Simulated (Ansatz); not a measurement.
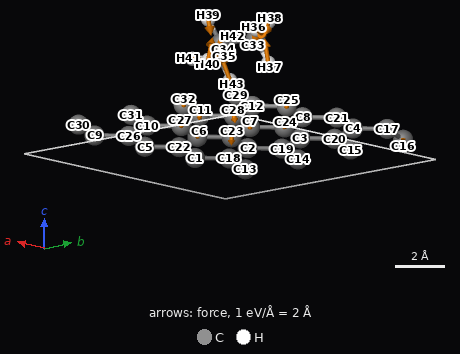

Starting geometry of a slab of composition H$_{8}$C$_{35}$ (cut from the R-3m phase) with the computed forces as orange arrows. Style: ball-and-stick. Shown: the cell of the calculation, outlined in the plane, without the vacuum (origin shifted), from a free direction.

Case: 1 propane a cell, flat, over a hollow C-C site. The slab is the (0 0 1) face of C with propane on it. 1 atoms are held fixed.

These are results of Ansatz 0.2.0, DFT PBE+D3(BJ), scalar-relativistic, plane waves, PAW, not measurements. (plane-wave cutoff 420 eV; k-point mesh 2 × 2 × 1; occupations gaussian; smearing width 0.05 eV; no spin polarisation; dipole correction; atoms relaxed in a fixed cell; force threshold 0.04 eV/Å; at most 100 steps)

### Is this structure relaxed? If not, where do the atoms go?

It isn't relaxed: the largest force vector, on H43, is 0.58 eV/Å. The final displacements have little in common with the starting forces (cosine between the two patterns 0.21). H43 moves most: 0.38 Å along the normal (+c). By element the largest moves are H 0.38 Å, C 0.33 Å. The cell stays as it was. Among the contacts that change: C33–H36 1.110 → 1.098 Å. Among the angles between lasting bonds that change: H39–C34–H40 108.4° → 105.9°, C34–C35–H41 109.5° → 111.7°. Over 4 geometry steps the energy falls by 0.124 eV per cell of the calculation. Largest force component: 0.55 eV/Å at the start, 0.036 eV/Å at the end. The run may lie on a higher electronic state than the lowest, so the end point isn't shown to be the ground-state structure.
